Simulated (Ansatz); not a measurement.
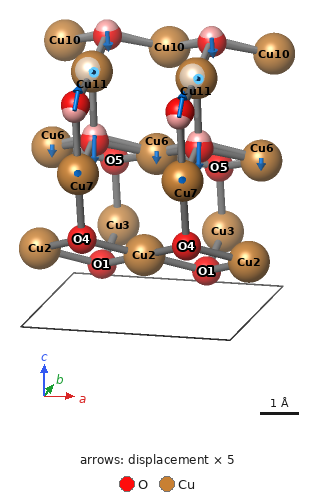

This is a constrained relaxation of a slab of composition CuO (cut from the C2/c phase). The starting structure is drawn faded, the final one solid; blue arrows show the displacements, magnified 5 times.

Style: ball-and-stick. Shown: the 2 × 1 repeat of the cell, outlined in the plane, without the vacuum, slightly off an axis.

Case: clean slab, lower half held. The slab is the (1 1 -1) face of CuO. 5 atoms are held fixed.

Computed with DFT PBEsol, scalar-relativistic, plane waves, PAW in Ansatz.

The input:
```yaml
crystal:
  lattice:
    - [2.8941129938, 0.0, 0.0]
    - [-0.0109979101, 5.8566686711, 0.0]
    - [0.0, 0.0, 23.290796254]
  atoms:
    - { symbol: O, position: [0.496077787, 0.5551530369, 0.3649510265] }
    - { symbol: Cu, position: [0.99534104, 0.3661953245, 0.3919642671] }
    - { symbol: Cu, position: [0.49534104, 0.8661953245, 0.3919642671] }
    - { symbol: O, position: [0.4946042931, 0.1772376121, 0.4189775077] }
    - { symbol: O, position: [0.4929718137, 0.7992832532, 0.4729867594] }
    - { symbol: Cu, position: [0.9922350667, 0.6103255408, 0.5] }
    - { symbol: Cu, position: [0.4922350667, 0.1103255408, 0.5] }
    - { symbol: O, position: [0.4914983198, 0.4213678284, 0.5270132406] }
    - { symbol: O, position: [0.4898658404, 0.0434134695, 0.5810224923] }
    - { symbol: Cu, position: [0.9891290934, 0.8544557571, 0.6080357329] }
    - { symbol: Cu, position: [0.4891290934, 0.3544557571, 0.6080357329] }
    - { symbol: O, position: [0.4883923465, 0.6654980447, 0.6350489735] }
basis:
  ecutwfc: 420
kpoints:
  mp_grid: { grid: [10, 5, 1] }
hamiltonian:
  xc: pbesol
scf:
  occupations: { method: gaussian, width: 0.1 }
output:
  forces: true
  eigenvalues: true
  write_density: true
  write_potential: true
  elf: true
  volumetric_format: npy
relax:
  adjacent_minimum: "off"
  f_tol: 0.03
  max_steps: 70
  constraints: [{ sites: [0, 1, 2, 3, 4] }]
efield:
  axis: 3
  dipole_correction: true
  ramp_width: 0.04
```

Command:
```bash
ansatz run input.yaml --threads 4 --pin off --max-ram 10240MiB --backend cpu --events-out ev --progress --plain --runs-dir out
```

Describe the change and its energy.

The energy falls by 0.210 eV per cell of the calculation in 3 accepted moves (4 points after the start). Largest force component: 1.1 eV/Å at the start, 0.028 eV/Å at the end. 1 step only repeated the SCF at the same geometry. The atom that moves furthest is O8 (0.17 Å at 7° to the normal (−c side)). By element the largest moves are O 0.17 Å, Cu 0.12 Å. The cell doesn't change. Among the contacts that change: Cu11–O12 1.927 → 1.816 Å, O8–Cu11 1.927 → 2.031 Å, Cu7–O9 1.927 → 1.999 Å, Cu10–O12 1.927 → 1.881 Å. Among the angles between lasting bonds that change: O5–Cu7–O8 180.0° → 173.0°, O4–Cu7–O8 97.3° → 90.8°, Cu10–O9–Cu11 116.0° → 122.2°. Cost: 74 s on 4 threads of Intel(R) Xeon(R) 6975P-C (Granite Rapids) (shared host), peak memory 1.5 GiB.
